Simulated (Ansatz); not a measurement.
## Electronic structure of BN in real space

```
B N
1.0
     1.80330    0.00000    0.00000
    -0.90165    1.56170    0.00000
     0.00000    0.00000   19.90332
B N
3 3
Direct
  0.00000 0.00000 0.00000
  0.66667 0.33333 0.33333
  0.33333 0.66667 0.66667
  0.33333 0.66667 0.16667
  0.00000 0.00000 0.50000
  0.66667 0.33333 0.83333
```

Space group R-3m; started from the CuPt (L1_1)_166 prototype, which need not be the ambient phase.

Level of theory: Ansatz, DFT r2SCAN, scalar-relativistic, plane waves, PAW.

In a PAW calculation such maps are meaningful between the atoms, not at the nuclei.

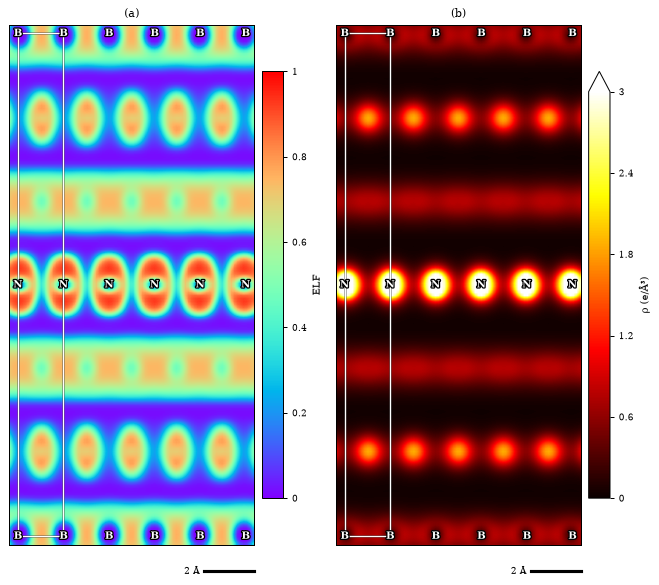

Figure 1. (a) ELF; (b) valence charge density (pseudo) on the (100) plane of the conventional cell.

**Describe what can be read from this map.**

- Atoms in the plane: B and N.
- Atoms just off the plane (B, 0.5 Å away and N, 0.5 Å away) can leave unmarked features too.
- B–B (1.80 Å): the density is about 0.72 e/Å³ at the midpoint; the ELF peaks at about 0.75 between the atoms.
- N–N (1.80 Å): the density is about 0.78 e/Å³ at the midpoint; the ELF peaks at about 0.70 in the valence shell of N, 0.5 Å from its nucleus, and drops to about 0.35 between the two atoms.
- Between the atoms the lowest density in this plane is 0.03 e/Å³.

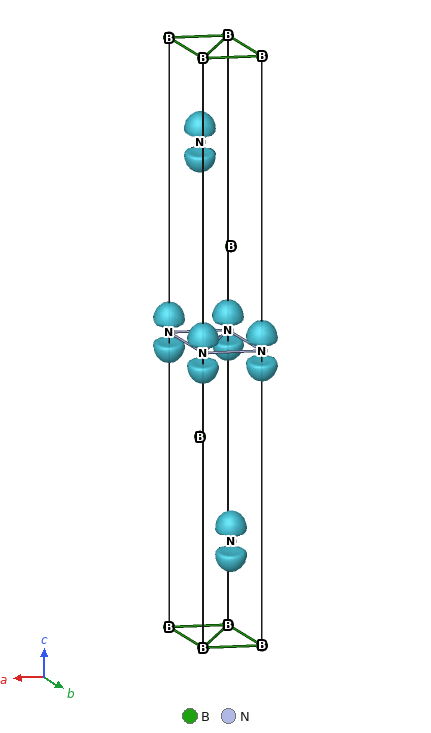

Figure 2. Isosurface of the electron localisation function at 0.8 (cyan), seen at an oblique angle. Only the valence region is drawn (cores and ρ < 0.01 e/Å³ removed). Sticks mark near contacts.

**Identify the bonds, lone pairs and shells in this picture.**

The ELF exceeds this value in six lobes on N, pointing away from the bonds (lone pairs), counted in one cell of 6 atoms. Regions shared between cells count once.

**Metal or insulator at this level of theory?**

It is metallic or semimetallic at this level of theory: no gap opens.
